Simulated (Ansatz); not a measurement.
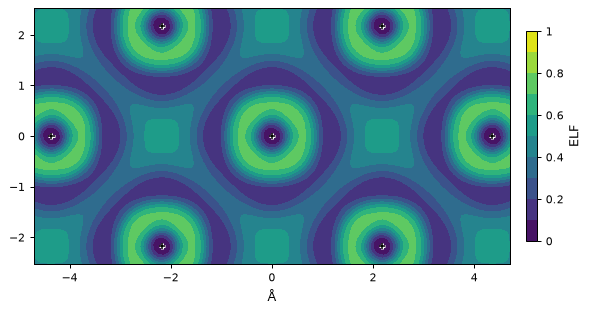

The electron localisation function on a plane through atoms (crosses mark nuclei in the plane).

Level of theory: DFT, RPBE, plane waves (420 eV) with PAW, scalar-relativistic in Ansatz 0.2.0.

Candidates:
A. Pt, a = 4.44 Å, b = 4.44 Å, c = 2.64 Å, α = 90.00°, β = 90.00°, γ = 120.00°. Space group P6/mmm; set up as Pt, omega (AlB2-type); a generated structure, not necessarily the stable one; changed on purpose from its base cell (volume × 0.92); computed pressure about 23 GPa in this cell.
B. Ta, a = 4.36 Å, b = 4.36 Å, c = 4.36 Å, α = 90.00°, β = 90.00°, γ = 90.00°. Space group Fm-3m; set up as Ta, fcc; a generated structure, not necessarily the stable one; changed on purpose from its base cell (volume × 1.08); computed pressure about −12 GPa in this cell; computed without spin polarisation.
C. Si, a = 4.03 Å, b = 4.03 Å, c = 4.03 Å, α = 90.00°, β = 90.00°, γ = 90.00°. Space group Fm-3m; set up as Si, fcc; a generated structure, not necessarily the stable one; changed on purpose from its base cell (volume × 1.12); computed pressure about −7 GPa in this cell.

Question: Which candidate gave the map?

Answer: Candidate B: Ta on the (010) plane of the conventional cell, which holds Ta. Ta–Ta (3.08 Å): the ELF is about 0.35 at the midpoint.
